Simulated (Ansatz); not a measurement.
Li8Nb7O24: geometry relaxation (part 2 of 3)

Li8Nb7O24 (defect cell, 39 atoms in the cell); DFT PBE, scalar-relativistic, plane waves, PAW, spin-polarised (Ansatz 0.2.0); cutoff 420 eV, 2×2×2 k-mesh, Gaussian smearing of 0.01 eV, collinear spins. The structure derives from a Materials Project entry. It belongs to a series of runs on one base structure; here: Nb vacancy (site b), charge +0, atoms relaxed at the host's cell, started again with a moment of 1 μB.

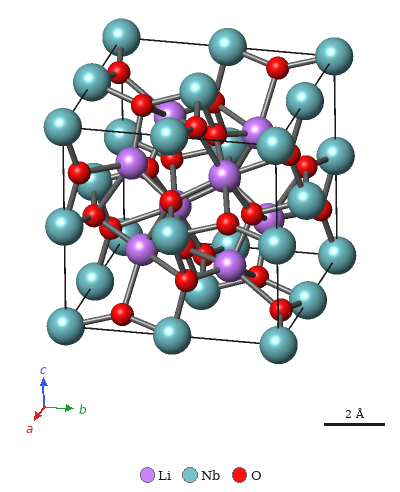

Fig. 1: The geometry at step 2 of the log (ball-and-stick view of the cell of the calculation, seen at an oblique angle).

Output, continued
```
--- Forces (eV/Å), atoms counted from 1 ---
  atom   1  Li    -0.00000000     0.00000000    -0.01049236
  atom   2  Li    -0.00931217     0.00419610     0.00823034
  atom   3  Li     0.00829001     0.00596652     0.00823034
  atom   4  Li     0.00102216    -0.01016262     0.00823034
  atom   5  Li     0.00000000    -0.00000000     0.01049236
  atom   6  Li     0.00931217    -0.00419610    -0.00823034
  atom   7  Li    -0.00829001    -0.00596652    -0.00823034
  atom   8  Li    -0.00102216     0.01016262    -0.00823034
  atom   9  Nb     0.00000000     0.00000000    -0.00000000
  atom  10  Nb     0.00000000     0.00000000    -0.00000000
  atom  11  Nb     0.00000000    -0.00000000    -0.00000000
  atom  12  Nb     0.00000000     0.00000000     0.00000000
  atom  13  Nb     0.00000000     0.00000000     0.00000000
  atom  14  Nb     0.00000000     0.00000000    -0.00000000
  atom  15  Nb     0.00000000     0.00000000     0.00000000
  atom  16  O     -0.01658176     0.00300391     0.00058637
  atom  17  O      0.01173486     0.01031751     0.01409774
  atom  18  O      0.00291544    -0.01043654     0.00734618
  atom  19  O     -0.00198245    -0.00946151     0.00828075
  atom  20  O      0.01089235     0.01285827     0.00058637
  atom  21  O     -0.00720268     0.00644760     0.00828075
  atom  22  O      0.00306779    -0.01532144     0.01409774
  atom  23  O     -0.01049603     0.00269342     0.00734618
  atom  24  O      0.01658176    -0.00300391    -0.00058637
  atom  25  O     -0.01173486    -0.01031751    -0.01409774
  atom  26  O     -0.00291544     0.01043654    -0.00734618
  atom  27  O      0.00198245     0.00946151    -0.00828075
  atom  28  O     -0.00568942     0.01586219    -0.00058637
  atom  29  O     -0.00758059    -0.00774312    -0.00734618
  atom  30  O     -0.00918513    -0.00301390    -0.00828075
  atom  31  O      0.01480265    -0.00500393    -0.01409774
  atom  32  O     -0.01089235    -0.01285827    -0.00058637
  atom  33  O      0.00720268    -0.00644760    -0.00828075
  atom  34  O     -0.00306779     0.01532144    -0.01409774
  atom  35  O      0.01049603    -0.00269342    -0.00734618
  atom  36  O      0.00568942    -0.01586219     0.00058637
  atom  37  O      0.00758059     0.00774312     0.00734618
  atom  38  O      0.00918513     0.00301390     0.00828075
  atom  39  O     -0.01480265     0.00500393     0.01409774
  max |Σ_I F_I| component: 1.21e-17 eV/Å
--- Band table (eV) ---
  k-point 0 ↑: bands = ["-48.4334", "-48.3859", "-48.3859", "-48.3858", "-48.1676", "-48.1676", "-48.1676", "-36.7213", "-36.7191", "-36.7191", "-36.7147", "-36.7147", "-36.7125", "-36.3035", "-36.3034", "-24.6500", "-24.6500", "-24.6319", "-24.6019", "-24.6019", "-24.5990", "-24.5460", "-24.5443", "-24.5443", "-24.5052", "-24.5052", "-24.4937", "-24.4913", "-24.4913", "-24.4887", "-24.3311", "-24.3311", "-24.3276", "-24.3076", "-24.3051", "-24.3051", "-10.9620", "-10.7751", "-10.7751", "-10.7105",
      "-10.5887", "-10.5887", "-10.5352", "-10.4855", "-10.4855", "-10.3872", "-10.3606", "-10.3606", "-9.9205", "-9.9054", "-9.9054", "-9.8400", "-9.8092", "-9.8092", "-9.6815", "-9.6311", "-9.6170", "-9.6170", "-9.4731", "-9.4731", "1.4100", "1.4100", "1.4926", "1.5723", "1.5723", "1.6508", "1.8542", "1.8542", "1.8828", "1.9172", "1.9172", "1.9707", "2.1371", "2.1371", "2.1631", "2.6445", "2.6445", "2.7895", "2.8450", "2.9196",
      "2.9196", "2.9873", "3.0900", "3.0900", "3.2610", "3.2610", "3.2915", "3.4400", "3.4400", "3.4666", "3.6191", "3.6191", "3.7080", "3.9350", "4.0109", "4.0109", "4.0120", "4.1495", "4.1495", "4.4174", "4.5461", "4.5461", "4.6541", "4.6541", "4.7319", "4.7869", "4.8184", "4.8184", "4.9672", "4.9672", "5.0002", "5.0190", "5.1061", "5.1061", "5.1095", "5.1638", "5.1638", "5.2230", "5.2894", "5.3708",
      "5.3708", "5.3708", "5.4512", "5.4512", "5.4743", "5.5729", "5.5729", "5.6849", "5.7079", "5.7079", "5.7867", "5.7867", "9.3058", "9.3058", "9.3168", "9.7645", "9.7951", "9.7951", "10.0727", "10.0727", "10.1722", "10.3410", "10.4834", "10.4834", "10.6435", "10.7555", "10.7555", "10.9493", "11.0145", "11.0145", "11.1212", "11.1212", "11.1832", "13.4171", "13.4442", "13.4442", "13.8144", "13.9249", "13.9249", "14.3655",
      "14.4380", "14.4380", "15.1180", "15.5605", "15.5605", "15.7243", "15.9749", "15.9749", "16.1041", "16.2582"]
  k-point 1 ↑: bands = ["-48.4334", "-48.3859", "-48.3859", "-48.3858", "-48.1676", "-48.1676", "-48.1676", "-36.7213", "-36.7191", "-36.7190", "-36.7147", "-36.7147", "-36.7125", "-36.3035", "-36.3035", "-24.6502", "-24.6499", "-24.6315", "-24.6020", "-24.6016", "-24.5993", "-24.5455", "-24.5447", "-24.5442", "-24.5060", "-24.5053", "-24.4931", "-24.4919", "-24.4913", "-24.4882", "-24.3315", "-24.3311", "-24.3272", "-24.3079", "-24.3051", "-24.3047", "-10.9596", "-10.7822", "-10.7731", "-10.7240",
      "-10.5813", "-10.5739", "-10.5326", "-10.4885", "-10.4737", "-10.3825", "-10.3722", "-10.3624", "-9.9325", "-9.9253", "-9.9094", "-9.8425", "-9.8096", "-9.8023", "-9.6785", "-9.6237", "-9.6157", "-9.5851", "-9.4889", "-9.4775", "1.4142", "1.4272", "1.4741", "1.5754", "1.6028", "1.6431", "1.8203", "1.8414", "1.8830", "1.9350", "1.9789", "2.0144", "2.0644", "2.0874", "2.1916", "2.6084", "2.7027", "2.7214", "2.7696", "2.8627",
      "2.9327", "3.0080", "3.0377", "3.1484", "3.2127", "3.2830", "3.3784", "3.4509", "3.5167", "3.5887", "3.6357", "3.7417", "3.7826", "3.8248", "3.8876", "3.9167", "4.0881", "4.1172", "4.1944", "4.3516", "4.3885", "4.4979", "4.6006", "4.6447", "4.6615", "4.7643", "4.8127", "4.8589", "4.9062", "4.9760", "4.9838", "4.9972", "5.0759", "5.1170", "5.1553", "5.1879", "5.2460", "5.3080", "5.3191", "5.3703",
      "5.3905", "5.4222", "5.4660", "5.5009", "5.5628", "5.5985", "5.6151", "5.6483", "5.6810", "5.7070", "5.7570", "5.7832", "9.1573", "9.2182", "9.3409", "9.7327", "9.7652", "9.7991", "10.0627", "10.0993", "10.2150", "10.3556", "10.4730", "10.5400", "10.7321", "10.7738", "10.7882", "10.9555", "10.9670", "11.0094", "11.1014", "11.1173", "11.2050", "13.4170", "13.4838", "13.5109", "13.8201", "13.8998", "13.9505", "14.1853",
      "14.3249", "14.3996", "15.1195", "15.4850", "15.6990", "15.7715", "15.9456", "15.9762", "16.1444", "16.1785"]
  k-point 0 ↓: bands = ["-48.4728", "-48.4176", "-48.4176", "-48.4175", "-48.1969", "-48.1969", "-48.1969", "-36.7240", "-36.7218", "-36.7218", "-36.7174", "-36.7174", "-36.7153", "-36.3073", "-36.3071", "-24.6865", "-24.6865", "-24.6701", "-24.6318", "-24.6318", "-24.6291", "-24.5785", "-24.5766", "-24.5766", "-24.5448", "-24.5448", "-24.5313", "-24.5077", "-24.5060", "-24.5060", "-24.3665", "-24.3665", "-24.3640", "-24.3440", "-24.3425", "-24.3425", "-10.7101", "-10.5514", "-10.5514", "-10.4085",
      "-10.3171", "-10.3171", "-10.2311", "-10.2185", "-10.2185", "-9.9287", "-9.8275", "-9.8275", "-9.7031", "-9.6481", "-9.6481", "-9.5494", "-9.5242", "-9.5242", "-9.4579", "-9.4054", "-9.4054", "-9.0080", "-8.8262", "-8.8262", "1.5022", "1.5022", "1.5605", "1.6457", "1.6457", "1.7739", "1.9698", "1.9698", "2.0372", "2.0672", "2.0672", "2.1820", "2.2782", "2.2782", "2.4511", "2.9593", "2.9907", "2.9907", "3.1995", "3.2442",
      "3.2442", "3.3162", "3.3309", "3.3309", "3.4801", "3.4801", "3.5296", "3.6378", "3.6378", "3.6681", "3.8627", "3.8627", "3.9116", "4.0957", "4.1966", "4.1966", "4.2500", "4.3673", "4.3673", "4.7855", "4.7855", "4.7966", "4.8957", "4.8957", "4.9442", "5.0239", "5.1639", "5.1639", "5.2762", "5.3302", "5.3302", "5.3902", "5.4731", "5.4732", "5.4732", "5.5669", "5.5924", "5.5924", "5.6633", "5.6633",
      "5.6806", "5.7625", "5.7906", "5.7906", "5.8816", "6.0117", "6.0117", "6.1287", "6.1519", "6.1519", "6.4141", "6.4141", "9.3058", "9.3058", "9.3145", "9.8033", "9.8284", "9.8284", "10.1174", "10.1174", "10.2101", "10.3882", "10.5495", "10.5495", "10.6947", "10.8276", "10.8276", "11.0182", "11.0708", "11.0708", "11.1752", "11.1752", "11.2385", "13.4341", "13.4757", "13.4757", "13.8965", "13.9642", "13.9642", "14.4185",
      "14.4874", "14.4874", "15.2511", "15.6650", "15.6650", "15.8150", "16.1007", "16.1007", "16.1763", "16.3492"]
  k-point 1 ↓: bands = ["-48.4728", "-48.4176", "-48.4176", "-48.4175", "-48.1970", "-48.1969", "-48.1969", "-36.7240", "-36.7218", "-36.7218", "-36.7175", "-36.7175", "-36.7153", "-36.3072", "-36.3072", "-24.6867", "-24.6864", "-24.6697", "-24.6318", "-24.6315", "-24.6294", "-24.5780", "-24.5770", "-24.5765", "-24.5455", "-24.5449", "-24.5308", "-24.5072", "-24.5065", "-24.5060", "-24.3669", "-24.3665", "-24.3638", "-24.3442", "-24.3424", "-24.3421", "-10.7065", "-10.5552", "-10.5515", "-10.4187",
      "-10.3107", "-10.3060", "-10.2381", "-10.2262", "-10.2081", "-9.9384", "-9.8261", "-9.7896", "-9.7054", "-9.6911", "-9.6573", "-9.5494", "-9.5255", "-9.5217", "-9.4279", "-9.4117", "-9.4058", "-9.0149", "-8.8270", "-8.8205", "1.5066", "1.5206", "1.5499", "1.6486", "1.6712", "1.7634", "1.9367", "1.9902", "2.0154", "2.1087", "2.1150", "2.1898", "2.2321", "2.2461", "2.4569", "2.8996", "2.9387", "3.0584", "3.0917", "3.1162",
      "3.1962", "3.2537", "3.3523", "3.4293", "3.5070", "3.5797", "3.6242", "3.6593", "3.7334", "3.7724", "3.8449", "3.9273", "3.9766", "4.0215", "4.0522", "4.1546", "4.2683", "4.3453", "4.4024", "4.5909", "4.7630", "4.8477", "4.8807", "4.9093", "4.9376", "5.0668", "5.1266", "5.1557", "5.2180", "5.2999", "5.3231", "5.3975", "5.4279", "5.4628", "5.5153", "5.5593", "5.6121", "5.6314", "5.6839", "5.6938",
      "5.7292", "5.7734", "5.8269", "5.8607", "5.9187", "5.9605", "5.9838", "6.0885", "6.1085", "6.1765", "6.4257", "6.5320", "9.1455", "9.2088", "9.3462", "9.7666", "9.8027", "9.8360", "10.1050", "10.1435", "10.2518", "10.4024", "10.5295", "10.5992", "10.7950", "10.8439", "10.8616", "11.0166", "11.0256", "11.0684", "11.1603", "11.1664", "11.2668", "13.4463", "13.5036", "13.5459", "13.8621", "13.9437", "14.0154", "14.2412",
      "14.3774", "14.4491", "15.2553", "15.6108", "15.8185", "15.8816", "16.0124", "16.0834", "16.2111", "16.2697"]
--- Relaxed structure (2 steps of the walk, 2 accepted, 0 SCFs on fresh bases) ---
  F+E_penalty+E_count = -47147.69185213 eV   max|allowed force component| = 1.658e-2 eV/Å
  atoms:
    - { symbol: Li, position: [0.3361622938, 0.3361622938, 0.3361622938] }
    - { symbol: Li, position: [0.7020716924000001, 0.6925555075, 0.2344653853000001] }
    - { symbol: Li, position: [0.6925555075000001, 0.2344653853, 0.7020716924000001] }
    - { symbol: Li, position: [0.23446538530000005, 0.7020716924000001, 0.6925555075] }
    - { symbol: Li, position: [0.6638377062000002, 0.6638377062000002, 0.6638377062000002] }
    - { symbol: Li, position: [0.29792830760000005, 0.30744449250000006, 0.7655346147] }
    - { symbol: Li, position: [0.3074444925, 0.7655346147, 0.2979283076000001] }
    - { symbol: Li, position: [0.7655346147, 0.2979283076, 0.30744449250000006] }
    - { symbol: Nb, position: [0.0, 0.0, 0.5] }
    - { symbol: Nb, position: [-2.7755575615628914e-17, 0.5, 0.0] }
    - { symbol: Nb, position: [0.5, -2.7755575615628914e-17, 0.0] }
    - { symbol: Nb, position: [0.0, 0.5, 0.5] }
    - { symbol: Nb, position: [0.5, 0.0, 0.5] }
    - { symbol: Nb, position: [0.5, 0.5, 0.0] }
    - { symbol: Nb, position: [0.0, 0.0, 0.0] }
    - { symbol: O, position: [0.5626257401, 0.4398880068, 0.23828352470000003] }
    - { symbol: O, position: [0.056417054600000016, 0.9416230037000001, 0.24985996140000002] }
    - { symbol: O, position: [0.06999133250000011, 0.4491047663000001, 0.7505165956] }
    - { symbol: O, position: [0.5570168905, 0.9386915386000001, 0.7521725399] }
    - { symbol: O, position: [0.43988800680000006, 0.23828352470000003, 0.5626257401000001] }
    - { symbol: O, position: [0.9386915386000001, 0.7521725399000001, 0.5570168905000001] }
    - { symbol: O, position: [0.9416230037, 0.24985996140000005, 0.056417054600000016] }
    - { symbol: O, position: [0.44910476629999996, 0.7505165956, 0.0699913325] }
    - { symbol: O, position: [0.4373742599, 0.5601119932, 0.7617164753] }
    - { symbol: O, position: [0.9435829454000001, 0.05837699630000004, 0.7501400386000001] }
    - { symbol: O, position: [0.9300086674999999, 0.5508952336999999, 0.2494834043999999] }
    - { symbol: O, position: [0.4429831095000001, 0.06130846139999993, 0.24782746009999998] }
    - { symbol: O, position: [0.7617164753, 0.4373742599, 0.5601119932] }
    - { symbol: O, position: [0.2494834044, 0.9300086675000001, 0.5508952337] }
    - { symbol: O, position: [0.24782746009999995, 0.4429831095000001, 0.06130846139999996] }
    - { symbol: O, position: [0.7501400386, 0.9435829454, 0.05837699629999993] }
    - { symbol: O, position: [0.5601119932, 0.7617164753, 0.4373742599] }
    - { symbol: O, position: [0.061308461399999986, 0.24782746009999998, 0.4429831095] }
    - { symbol: O, position: [0.05837699630000004, 0.7501400386000001, 0.9435829454] }
    - { symbol: O, position: [0.5508952337, 0.2494834044, 0.9300086675000001] }
    - { symbol: O, position: [0.23828352470000003, 0.5626257401000001, 0.43988800680000006] }
    - { symbol: O, position: [0.7505165956000001, 0.0699913325, 0.4491047663000002] }
    - { symbol: O, position: [0.7521725399, 0.5570168905, 0.9386915386] }
    - { symbol: O, position: [0.24985996139999994, 0.05641705459999996, 0.9416230037] }
--- Löwdin populations: 39 sites ---
  site symbol       q [e]    m [muB]
     0     Li      2.2545    -0.0041
     1     Li      2.2516    -0.0046
     2     Li      2.2516    -0.0046
     3     Li      2.2516    -0.0046
     4     Li      2.2545    -0.0041
     5     Li      2.2516    -0.0046
     6     Li      2.2516    -0.0046
     7     Li      2.2516    -0.0046
     8     Nb     11.4477    -0.0671
     9     Nb     11.4477    -0.0671
    10     Nb     11.4477    -0.0671
    11     Nb     11.5342    -0.0845
    12     Nb     11.5342    -0.0845
    13     Nb     11.5342    -0.0845
    14     Nb     11.4232    -0.0846
    15      O      6.6525     0.4514
    16      O      6.5907     0.2064
    17      O      6.6691     0.1508
    18      O      6.6319     0.1268
    19      O      6.6525     0.4514
    20      O      6.6319     0.1268
    21      O      6.5907     0.2064
    22      O      6.6691     0.1508
    23      O      6.6525     0.4514
    24      O      6.5907     0.2064
    25      O      6.6691     0.1508
    26      O      6.6319     0.1268
    27      O      6.6525     0.4514
    28      O      6.6691     0.1508
    29      O      6.6319     0.1268
    30      O      6.5907     0.2064
    31      O      6.6525     0.4514
    32      O      6.6319     0.1268
    33      O      6.5907     0.2064
    34      O      6.6691     0.1508
    35      O      6.6525     0.4514
    36      O      6.6691     0.1508
    37      O      6.6319     0.1268
    38      O      6.5907     0.2064
  spilling = 0.005202 (of n_electrons = 259.000000)
```

File populations.tsv
```
# site	symbol	l	j	q_up	q_dn
# orbitals = lowdin
# n_electrons = 259.000000
# spilling = 0.005202
0	Li	0_1S	-	0.985115	0.985045
0	Li	0_2S	-	0.140071	0.144285
1	Li	0_1S	-	0.983578	0.983483
1	Li	0_2S	-	0.139932	0.144632
2	Li	0_1S	-	0.983578	0.983483
2	Li	0_2S	-	0.139932	0.144632
3	Li	0_1S	-	0.983578	0.983483
3	Li	0_2S	-	0.139932	0.144632
4	Li	0_1S	-	0.985115	0.985045
4	Li	0_2S	-	0.140071	0.144285
5	Li	0_1S	-	0.983578	0.983483
5	Li	0_2S	-	0.139932	0.144632
6	Li	0_1S	-	0.983578	0.983483
6	Li	0_2S	-	0.139932	0.144632
7	Li	0_1S	-	0.983578	0.983483
7	Li	0_2S	-	0.139932	0.144632
8	Nb	0_4S	-	0.963085	0.962959
8	Nb	0_5S	-	0.214487	0.217929
8	Nb	1_4P	-	2.989861	2.988973
8	Nb	2_4D	-	1.522863	1.587562
9	Nb	0_4S	-	0.963085	0.962959
9	Nb	0_5S	-	0.214487	0.217929
9	Nb	1_4P	-	2.989861	2.988973
9	Nb	2_4D	-	1.522863	1.587562
10	Nb	0_4S	-	0.963085	0.962959
10	Nb	0_5S	-	0.214487	0.217929
10	Nb	1_4P	-	2.989861	2.988973
10	Nb	2_4D	-	1.522863	1.587562
11	Nb	0_4S	-	0.956299	0.955749
11	Nb	0_5S	-	0.215344	0.221469
11	Nb	1_4P	-	2.991080	2.980464
11	Nb	2_4D	-	1.562154	1.651685
12	Nb	0_4S	-	0.956299	0.955749
12	Nb	0_5S	-	0.215344	0.221469
12	Nb	1_4P	-	2.991080	2.980464
```
